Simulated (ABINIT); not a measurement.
## Run report: MoS2, oneshot calculation (part 3 of 3)

MoS2 (P-6m2, 3 atoms in the cell); Kohn-Sham DFT of a periodic cell, LDA, PseudoDojo NC SR LDA v0.4.1 standard, no spin polarisation (ABINIT 10.8.3); cutoff 952.4 eV, 6×6×1 k-mesh, fixed occupations. The structure derives from a Materials Project entry.

Geometry of the input (Å; fractional positions):
```
3.1841  0.0000  0.0000
-1.5921  2.7575  0.0000
0.0000  0.0000  17.3346
Mo 0.0000  0.0000  0.0000
S  0.3333  0.6667  0.9105
S  0.3333  0.6667  0.0895
```

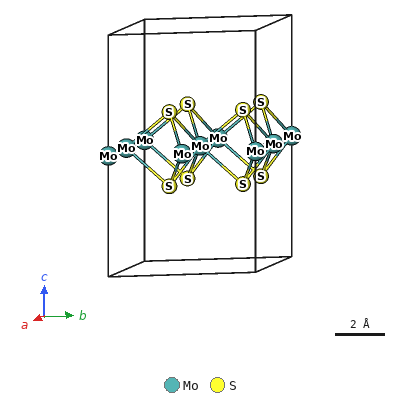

*The input geometry (ball-and-stick view of the 2 × 2 repeat of the cell, with the vacuum cut short, seen slightly off an axis). An atom can appear more than once, as a periodic image.*

## What the program printed, continued
```
--- !SelfEnergy_ee
iteration_state: {dtset: 3, }
kpoint     : [   0.167,    0.000,    0.000, ]
spin       : 1
KS_gap     :    2.583
QP_gap     :    3.971
Delta_QP_KS:    1.388
data: !SigmaeeData |
     Band     E_DFT   <VxcDFT>   E(N-1)  <Hhartree>   SigX  SigC[E(N-1)]    Z     dSigC/dE  Sig[E(N)]  DeltaE  E(N)_pert E(N)_diago
        1   -62.035   -23.929   -62.035   -56.675   -10.009     0.000     1.000     0.000   -10.009    -4.649   -66.684   -66.684
        2   -36.233   -22.409   -36.233   -31.181    -8.287     0.000     1.000     0.000    -8.287    -3.235   -39.468   -39.468
        3   -36.128   -22.520   -36.128   -31.054    -8.278     0.000     1.000     0.000    -8.278    -3.204   -39.332   -39.332
        4   -36.053   -22.590   -36.053   -30.964    -8.279     0.000     1.000     0.000    -8.279    -3.190   -39.243   -39.243
        5   -14.985   -13.696   -14.985   -11.942    -5.444     0.000     1.000     0.000    -5.444    -2.401   -17.386   -17.386
        6   -13.866   -13.865   -13.866   -10.798    -5.402     0.000     1.000     0.000    -5.402    -2.333   -16.200   -16.200
        7    -6.548   -13.204    -6.548    -3.576    -4.381     0.000     1.000     0.000    -4.381    -1.409    -7.957    -7.957
        8    -4.736   -14.568    -4.736    -1.437    -4.445     0.000     1.000     0.000    -4.445    -1.146    -5.882    -5.882
        9    -4.250   -14.258    -4.250    -1.019    -4.333     0.000     1.000     0.000    -4.333    -1.101    -5.352    -5.352
       10    -3.582   -15.565    -3.582    -0.047    -4.534     0.000     1.000     0.000    -4.534    -0.999    -4.581    -4.581
       11    -3.417   -15.735    -3.417     0.154    -4.495     0.000     1.000     0.000    -4.495    -0.924    -4.341    -4.341
       12    -2.361   -13.135    -2.361     0.561    -3.984     0.000     1.000     0.000    -3.984    -1.062    -3.423    -3.423
       13    -1.588   -15.669    -1.588     1.985    -4.229     0.000     1.000     0.000    -4.229    -0.656    -2.245    -2.245
       14     0.995   -14.910     0.995     4.387    -2.660     0.000     1.000     0.000    -2.660     0.732     1.727     1.727
       15     1.226   -15.792     1.226     4.824    -2.766     0.000     1.000     0.000    -2.766     0.831     2.058     2.016
       16     1.331   -15.691     1.331     4.864    -2.848     0.000     1.000     0.000    -2.848     0.685     2.016     2.058
       17     2.040   -16.021     2.040     5.649    -2.793     0.000     1.000     0.000    -2.793     0.816     2.856     2.856
       18     4.834    -3.386     4.834     5.623    -0.359     0.000     1.000     0.000    -0.359     0.430     5.264     5.264
       19     5.091    -2.946     5.091     5.781    -0.260     0.000     1.000     0.000    -0.260     0.429     5.521     5.521
       20     5.995    -4.325     5.995     7.001    -0.538     0.000     1.000     0.000    -0.538     0.467     6.463     6.463
       21     6.576    -9.674     6.576     8.762    -1.271     0.000     1.000     0.000    -1.271     0.914     7.490     7.490
...

--- !SelfEnergy_ee
iteration_state: {dtset: 3, }
kpoint     : [   0.333,    0.000,    0.000, ]
spin       : 1
KS_gap     :    3.189
QP_gap     :    4.668
Delta_QP_KS:    1.479
data: !SigmaeeData |
     Band     E_DFT   <VxcDFT>   E(N-1)  <Hhartree>   SigX  SigC[E(N-1)]    Z     dSigC/dE  Sig[E(N)]  DeltaE  E(N)_pert E(N)_diago
        1   -62.016   -23.944   -62.016   -56.653   -10.009     0.000     1.000     0.000   -10.009    -4.646   -66.662   -66.662
        2   -36.316   -22.350   -36.316   -31.279    -8.278     0.000     1.000     0.000    -8.278    -3.241   -39.557   -39.557
        3   -36.195   -22.451   -36.195   -31.134    -8.288     0.000     1.000     0.000    -8.288    -3.227   -39.422   -39.422
        4   -36.097   -22.554   -36.097   -31.016    -8.280     0.000     1.000     0.000    -8.280    -3.199   -39.296   -39.296
        5   -14.063   -14.054   -14.063   -10.947    -5.444     0.000     1.000     0.000    -5.444    -2.327   -16.390   -16.390
        6   -13.507   -14.105   -13.507   -10.380    -5.427     0.000     1.000     0.000    -5.427    -2.301   -15.808   -15.808
        7    -6.602   -13.555    -6.602    -3.540    -4.443     0.000     1.000     0.000    -4.443    -1.381    -7.984    -7.984
        8    -5.508   -13.523    -5.508    -2.464    -4.320     0.000     1.000     0.000    -4.320    -1.276    -6.784    -6.784
        9    -5.215   -13.295    -5.215    -2.252    -4.289     0.000     1.000     0.000    -4.289    -1.326    -6.541    -6.541
       10    -4.211   -15.371    -4.211    -0.724    -4.545     0.000     1.000     0.000    -4.545    -1.059    -5.269    -5.269
       11    -2.883   -13.314    -2.883     0.079    -4.102     0.000     1.000     0.000    -4.102    -1.141    -4.023    -4.023
       12    -2.719   -14.863    -2.719     0.621    -4.332     0.000     1.000     0.000    -4.332    -0.993    -3.712    -3.712
       13    -2.299   -15.242    -2.299     1.176    -4.184     0.000     1.000     0.000    -4.184    -0.709    -3.008    -3.008
       14     0.890   -17.057     0.890     4.778    -3.118     0.000     1.000     0.000    -3.118     0.770     1.660     1.660
       15     1.019   -16.189     1.019     4.730    -2.883     0.000     1.000     0.000    -2.883     0.827     1.847     1.847
       16     2.043   -15.572     2.043     5.605    -2.623     0.000     1.000     0.000    -2.623     0.938     2.981     2.981
       17     2.797   -16.470     2.797     6.509    -2.789     0.000     1.000     0.000    -2.789     0.924     3.721     3.721
       18     5.908    -6.629     5.908     7.480    -0.759     0.000     1.000     0.000    -0.759     0.812     6.720     6.720
       19     6.224    -5.966     6.224     7.628    -0.641     0.000     1.000     0.000    -0.641     0.763     6.988     6.988
       20     6.486   -11.349     6.486     9.089    -1.460     0.000     1.000     0.000    -1.460     1.144     7.629     7.629
       21     7.213    -8.583     7.213     9.159    -1.068     0.000     1.000     0.000    -1.068     0.877     8.090     8.090
...

--- !SelfEnergy_ee
iteration_state: {dtset: 3, }
kpoint     : [   0.500,    0.000,    0.000, ]
spin       : 1
KS_gap     :    2.843
QP_gap     :    4.476
Delta_QP_KS:    1.632
data: !SigmaeeData |
     Band     E_DFT   <VxcDFT>   E(N-1)  <Hhartree>   SigX  SigC[E(N-1)]    Z     dSigC/dE  Sig[E(N)]  DeltaE  E(N)_pert E(N)_diago
        1   -62.007   -23.952   -62.007   -56.642   -10.009     0.000     1.000     0.000   -10.009    -4.644   -66.651   -66.651
        2   -36.408   -22.270   -36.408   -31.388    -8.279     0.000     1.000     0.000    -8.279    -3.259   -39.668   -39.668
        3   -36.176   -22.472   -36.176   -31.110    -8.289     0.000     1.000     0.000    -8.289    -3.223   -39.399   -39.399
        4   -36.119   -22.536   -36.119   -31.041    -8.281     0.000     1.000     0.000    -8.281    -3.203   -39.322   -39.322
        5   -13.497   -14.347   -13.497   -10.319    -5.462     0.000     1.000     0.000    -5.462    -2.285   -15.782   -15.782
        6   -13.297   -14.272   -13.297   -10.130    -5.449     0.000     1.000     0.000    -5.449    -2.282   -15.579   -15.579
        7    -7.122   -12.770    -7.122    -4.251    -4.338     0.000     1.000     0.000    -4.338    -1.467    -8.588    -8.588
        8    -6.106   -13.002    -6.106    -3.193    -4.281     0.000     1.000     0.000    -4.281    -1.367    -7.474    -7.474
        9    -5.389   -14.086    -5.389    -2.224    -4.474     0.000     1.000     0.000    -4.474    -1.310    -6.698    -6.698
       10    -4.528   -15.257    -4.528    -1.068    -4.575     0.000     1.000     0.000    -4.575    -1.115    -5.642    -5.642
       11    -3.130   -13.747    -3.130    -0.061    -4.237     0.000     1.000     0.000    -4.237    -1.168    -4.298    -4.298
       12    -2.306   -14.093    -2.306     0.829    -4.160     0.000     1.000     0.000    -4.160    -1.024    -3.331    -3.331
       13    -1.949   -14.436    -1.949     1.311    -4.010     0.000     1.000     0.000    -4.010    -0.751    -2.699    -2.699
       14     0.895   -18.491     0.895     5.143    -3.366     0.000     1.000     0.000    -3.366     0.881     1.776     1.776
       15     1.413   -17.943     1.413     5.530    -3.180     0.000     1.000     0.000    -3.180     0.937     2.350     2.350
       16     2.521   -14.980     2.521     5.943    -2.433     0.000     1.000     0.000    -2.433     0.989     3.510     3.510
       17     3.026   -16.513     3.026     6.749    -2.769     0.000     1.000     0.000    -2.769     0.953     3.980     3.980
       18     4.708   -11.348     4.708     7.359    -1.503     0.000     1.000     0.000    -1.503     1.148     5.856     5.856
       19     6.463   -11.210     6.463     9.028    -1.453     0.000     1.000     0.000    -1.453     1.111     7.575     7.575
       20     6.853   -10.391     6.853     9.251    -1.259     0.000     1.000     0.000    -1.259     1.139     7.992     7.992
       21     7.594    -9.087     7.594     9.747    -1.089     0.000     1.000     0.000    -1.089     1.063     8.658     8.658
...

--- !SelfEnergy_ee
iteration_state: {dtset: 3, }
kpoint     : [   0.167,    0.167,    0.000, ]
spin       : 1
KS_gap     :    2.736
QP_gap     :    4.176
Delta_QP_KS:    1.439
data: !SigmaeeData |
     Band     E_DFT   <VxcDFT>   E(N-1)  <Hhartree>   SigX  SigC[E(N-1)]    Z     dSigC/dE  Sig[E(N)]  DeltaE  E(N)_pert E(N)_diago
        1   -62.021   -23.941   -62.021   -56.658   -10.009     0.000     1.000     0.000   -10.009    -4.647   -66.668   -66.668
        2   -36.252   -22.408   -36.252   -31.202    -8.278     0.000     1.000     0.000    -8.278    -3.228   -39.480   -39.480
        3   -36.205   -22.440   -36.205   -31.146    -8.288     0.000     1.000     0.000    -8.288    -3.229   -39.434   -39.434
        4   -36.104   -22.546   -36.104   -31.025    -8.279     0.000     1.000     0.000    -8.279    -3.200   -39.304   -39.304
        5   -14.317   -13.943   -14.317   -11.224    -5.440     0.000     1.000     0.000    -5.440    -2.347   -16.664   -16.664
        6   -13.600   -14.035   -13.600   -10.490    -5.419     0.000     1.000     0.000    -5.419    -2.309   -15.909   -15.909
        7    -6.291   -13.774    -6.291    -3.179    -4.455     0.000     1.000     0.000    -4.455    -1.344    -7.634    -7.634
        8    -5.148   -13.315    -5.148    -2.173    -4.270     0.000     1.000     0.000    -4.270    -1.295    -6.443    -6.443
        9    -5.021   -14.101    -5.021    -1.835    -4.370     0.000     1.000     0.000    -4.370    -1.183    -6.205    -6.205
       10    -4.515   -14.572    -4.515    -1.218    -4.434     0.000     1.000     0.000    -4.434    -1.137    -5.652    -5.652
       11    -3.320   -14.476    -3.320    -0.062    -4.288     0.000     1.000     0.000    -4.288    -1.030    -4.350    -4.350
       12    -2.309   -13.426    -2.309     0.665    -4.086     0.000     1.000     0.000    -4.086    -1.112    -3.420    -3.420
       13    -2.117   -16.054    -2.117     1.547    -4.370     0.000     1.000     0.000    -4.370    -0.707    -2.824    -2.824
       14     0.620   -15.294     0.620     4.116    -2.764     0.000     1.000     0.000    -2.764     0.732     1.352     1.352
       15     1.157   -16.787     1.157     4.988    -3.012     0.000     1.000     0.000    -3.012     0.820     1.976     1.976
       16     1.313   -15.987     1.313     4.976    -2.751     0.000     1.000     0.000    -2.751     0.913     2.226     2.226
       17     2.875   -16.399     2.875     6.583    -2.753     0.000     1.000     0.000    -2.753     0.955     3.830     3.830
       18     5.789    -3.816     5.789     6.690    -0.387     0.000     1.000     0.000    -0.387     0.515     6.304     6.304
       19     6.021    -3.727     6.021     6.903    -0.346     0.000     1.000     0.000    -0.346     0.535     6.557     6.557
       20     7.058    -2.302     7.058     7.608    -0.251     0.000     1.000     0.000    -0.251     0.298     7.357     7.357
       21     7.560   -12.832     7.560    10.487    -1.652     0.000     1.000     0.000    -1.652     1.275     8.835     8.835
...

--- !SelfEnergy_ee
iteration_state: {dtset: 3, }
kpoint     : [   0.333,    0.167,    0.000, ]
spin       : 1
KS_gap     :    2.726
QP_gap     :    4.139
Delta_QP_KS:    1.412
data: !SigmaeeData |
     Band     E_DFT   <VxcDFT>   E(N-1)  <Hhartree>   SigX  SigC[E(N-1)]    Z     dSigC/dE  Sig[E(N)]  DeltaE  E(N)_pert E(N)_diago
        1   -62.007   -23.952   -62.007   -56.642   -10.009     0.000     1.000     0.000   -10.009    -4.644   -66.651   -66.651
        2   -36.361   -22.312   -36.361   -31.332    -8.278     0.000     1.000     0.000    -8.278    -3.249   -39.610   -39.610
        3   -36.176   -22.472   -36.176   -31.110    -8.289     0.000     1.000     0.000    -8.289    -3.223   -39.399   -39.399
        4   -36.167   -22.491   -36.167   -31.100    -8.280     0.000     1.000     0.000    -8.280    -3.213   -39.380   -39.380
        5   -13.517   -14.322   -13.517   -10.346    -5.457     0.000     1.000     0.000    -5.457    -2.285   -15.803   -15.803
        6   -13.280   -14.272   -13.280   -10.114    -5.448     0.000     1.000     0.000    -5.448    -2.282   -15.562   -15.562
        7    -6.663   -13.060    -6.663    -3.723    -4.348     0.000     1.000     0.000    -4.348    -1.408    -8.071    -8.071
        8    -6.237   -13.697    -6.237    -3.146    -4.420     0.000     1.000     0.000    -4.420    -1.330    -7.567    -7.567
        9    -5.141   -13.820    -5.141    -2.053    -4.402     0.000     1.000     0.000    -4.402    -1.313    -6.454    -6.454
       10    -4.528   -14.070    -4.528    -1.360    -4.360     0.000     1.000     0.000    -4.360    -1.192    -5.720    -5.720
       11    -3.686   -13.394    -3.686    -0.698    -4.096     0.000     1.000     0.000    -4.096    -1.107    -4.793    -4.793
       12    -2.969   -13.810    -2.969     0.105    -4.231     0.000     1.000     0.000    -4.231    -1.156    -4.126    -4.126
       13    -1.845   -15.815    -1.845     1.762    -4.251     0.000     1.000     0.000    -4.251    -0.644    -2.489    -2.489
       14     0.881   -17.261     0.881     4.832    -3.183     0.000     1.000     0.000    -3.183     0.768     1.649     1.649
       15     1.448   -17.722     1.448     5.515    -3.122     0.000     1.000     0.000    -3.122     0.945     2.393     2.393
       16     2.016   -15.755     2.016     5.612    -2.657     0.000     1.000     0.000    -2.657     0.938     2.954     2.954
       17     3.111   -16.319     3.111     6.826    -2.673     0.000     1.000     0.000    -2.673     1.043     4.153     4.153
       18     5.600   -11.352     5.600     8.241    -1.502     0.000     1.000     0.000    -1.502     1.140     6.740     6.740
       19     7.282    -8.657     7.282     9.276    -1.021     0.000     1.000     0.000    -1.021     0.973     8.255     8.249
       20     7.285    -7.834     7.285     9.132    -0.883     0.000     1.000     0.000    -0.883     0.964     8.249     8.255
       21     8.146    -9.778     8.146    10.374    -1.192     0.000     1.000     0.000    -1.192     1.037     9.182     9.182
...

--- !SelfEnergy_ee
iteration_state: {dtset: 3, }
kpoint     : [   0.333,    0.333,    0.000, ]
spin       : 1
KS_gap     :    1.656
QP_gap     :    2.845
Delta_QP_KS:    1.189
data: !SigmaeeData |
     Band     E_DFT   <VxcDFT>   E(N-1)  <Hhartree>   SigX  SigC[E(N-1)]    Z     dSigC/dE  Sig[E(N)]  DeltaE  E(N)_pert E(N)_diago
        1   -62.002   -23.956   -62.002   -56.636   -10.009     0.000     1.000     0.000   -10.009    -4.643   -66.645   -66.645
        2   -36.316   -22.353   -36.316   -31.278    -8.270     0.000     1.000     0.000    -8.270    -3.232   -39.548   -39.548
        3   -36.271   -22.396   -36.271   -31.224    -8.287     0.000     1.000     0.000    -8.287    -3.240   -39.512   -39.512
        4   -36.167   -22.483   -36.167   -31.098    -8.290     0.000     1.000     0.000    -8.290    -3.221   -39.388   -39.388
        5   -13.228   -14.481   -13.228   -10.024    -5.467     0.000     1.000     0.000    -5.467    -2.263   -15.491   -15.491
        6   -13.138   -14.377   -13.138    -9.948    -5.462     0.000     1.000     0.000    -5.462    -2.272   -15.410   -15.410
        7    -6.769   -13.822    -6.769    -3.641    -4.497     0.000     1.000     0.000    -4.497    -1.368    -8.137    -8.137
        8    -5.931   -13.238    -5.931    -2.947    -4.363     0.000     1.000     0.000    -4.363    -1.379    -7.310    -7.310
        9    -5.417   -12.623    -5.417    -2.595    -4.039     0.000     1.000     0.000    -4.039    -1.217    -6.634    -6.634
       10    -4.850   -14.013    -4.850    -1.735    -4.452     0.000     1.000     0.000    -4.452    -1.337    -6.187    -6.187
       11    -4.183   -12.903    -4.183    -1.308    -4.089     0.000     1.000     0.000    -4.089    -1.213    -5.396    -5.396
       12    -3.405   -14.422    -3.405    -0.182    -4.420     0.000     1.000     0.000    -4.420    -1.196    -4.602    -4.602
       13    -1.365   -16.382    -1.365     2.388    -4.243     0.000     1.000     0.000    -4.243    -0.491    -1.855    -1.855
       14     0.292   -17.549     0.292     4.318    -3.329     0.000     1.000     0.000    -3.329     0.698     0.990     0.990
       15     1.738   -15.245     1.738     5.227    -2.561     0.000     1.000     0.000    -2.561     0.928     2.666     2.666
       16     2.243   -17.451     2.243     6.226    -3.022     0.000     1.000     0.000    -3.022     0.961     3.204     3.204
       17     3.544   -17.610     3.544     7.556    -2.886     0.000     1.000     0.000    -2.886     1.126     4.670     4.670
       18     5.818   -11.937     5.818     8.555    -1.640     0.000     1.000     0.000    -1.640     1.098     6.916     6.916
       19     6.179   -10.669     6.179     8.682    -1.307     0.000     1.000     0.000    -1.307     1.196     7.375     7.375
       20     8.125    -8.265     8.125    10.118    -0.864     0.000     1.000     0.000    -0.864     1.128     9.253     9.253
       21     9.119   -10.031     9.119    11.399    -1.185     0.000     1.000     0.000    -1.185     1.096    10.215    10.215
...

 New Fermi energy :       -1.589860E-02 Ha ,   -4.326230E-01 eV
 New Exchange energy :    -2.791054E+00 Ha ,   -7.594845E+01 eV

 === QP Band Gaps ===
  >>>> For spin  1
   Minimum direct gap =   2.8450 [eV], located at k-point      :   0.3333  0.3333  0.0000
   Fundamental gap    =   2.8450 [eV], Top of valence bands at :   0.3333  0.3333  0.0000
                                       Bottom of conduction at :   0.3333  0.3333  0.0000

 writing QP data on file : runo_DS3_QPS

 Convergence of QP corrections
 >>>>> For spin  1 <<<<<

== END DATASET(S) ==============================================================
================================================================================

 -outvars: echo values of variables after computation  --------
            acell      6.0171262416E+00  6.0171262416E+00  3.2757646386E+01 Bohr
           etotal1    -9.2589759216E+01
           etotal3     0.0000000000E+00
            fcart1     4.7733000595E-28  2.7558660742E-28 -0.0000000000E+00
                      -2.3866500297E-28 -1.3779330371E-28  7.3912756257E-03
                      -2.3866500297E-28 -1.3779330371E-28 -7.3912756257E-03
            fcart3     0.0000000000E+00  0.0000000000E+00  0.0000000000E+00
                       0.0000000000E+00  0.0000000000E+00  0.0000000000E+00
                       0.0000000000E+00  0.0000000000E+00  0.0000000000E+00
            rprim      1.0000000000E+00  0.0000000000E+00  0.0000000000E+00
                      -5.0000000000E-01  8.6602540380E-01  0.0000000000E+00
                       0.0000000000E+00  0.0000000000E+00  1.0000000000E+00
           strten1     8.4252771816E-05  8.4252771784E-05  4.5534774548E-05
                       0.0000000000E+00  0.0000000000E+00  0.0000000000E+00
           strten3     0.0000000000E+00  0.0000000000E+00  0.0000000000E+00
                       0.0000000000E+00  0.0000000000E+00  0.0000000000E+00
           xangst      0.0000000000E+00  0.0000000000E+00  0.0000000000E+00
                      -5.8918168122E-17  1.8383560495E+00  1.5783274933E+01
                      -5.8918168122E-17  1.8383560495E+00  1.5513250056E+00
             xred      0.0000000000E+00  0.0000000000E+00  0.0000000000E+00
                       3.3333333333E-01  6.6666666667E-01  9.1050702000E-01
                       3.3333333333E-01  6.6666666667E-01  8.9492980000E-02
 Calculation completed.
```

## Results in brief

- outcome: converged
- space group (tolerance 0.01 Å): P-6m2 (187)
- electrons treated: 26
- quasiparticle gap: 2.85 eV
- gap on the k-point mesh: 1.59 eV
- wall time: 2.6 min (CPU time 10 min)
- peak memory: 3.1 GiB

## Remarks

Further notes kept with the run: Slow version without MPI-IO support. Processors send data to master.
